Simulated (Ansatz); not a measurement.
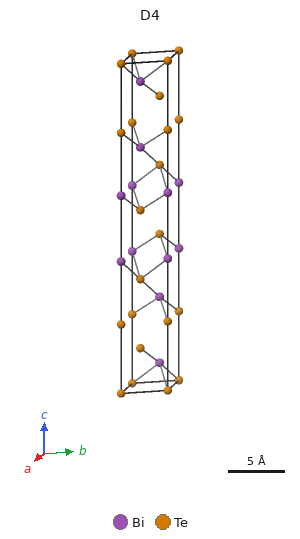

A crystal of Bi₂Te₃ (set up in R-3m), relaxed (cell and atoms) with several dispersion corrections. The picture shows the result with D4. Style: ball-and-stick. Shown: the conventional cell (3 times the calculation's cell), slightly off an axis. Lengths and directions refer to the drawn axes.

Computed with Ansatz 0.2.0: PBE, Ansatz PAW. (plane-wave cutoff 420 eV; k-point mesh 7 × 7 × 7; occupations fermi-dirac; smearing width 0.05 eV; no spin polarisation; cell and atoms relaxed; force threshold 0.01 eV/Å)

| dispersion correction | volume (Å³/atom) | a (Å) | c (Å) |
| --- | --- | --- | --- |
| D4 | 33.648 | 4.383 | 30.333 |
| none | 36.500 | 4.448 | 31.947 |
| D3(BJ)-ATM | 33.844 | 4.392 | 30.385 |
| D3(BJ) | ? | ? | ? |

One row is withheld. What does the calculation give there?

Answer. With D3(BJ) the volume falls between D4 (33.648) and D3(BJ)-ATM (33.844). The calculation gives 33.667 Å³/atom (a = 4.385 Å, c = 30.332 Å). In order of volume: D4 < D3(BJ) < D3(BJ)-ATM < none; the spread is 8.5 %.

Each member starts from this one structure; whether another phase lies lower wasn't checked.
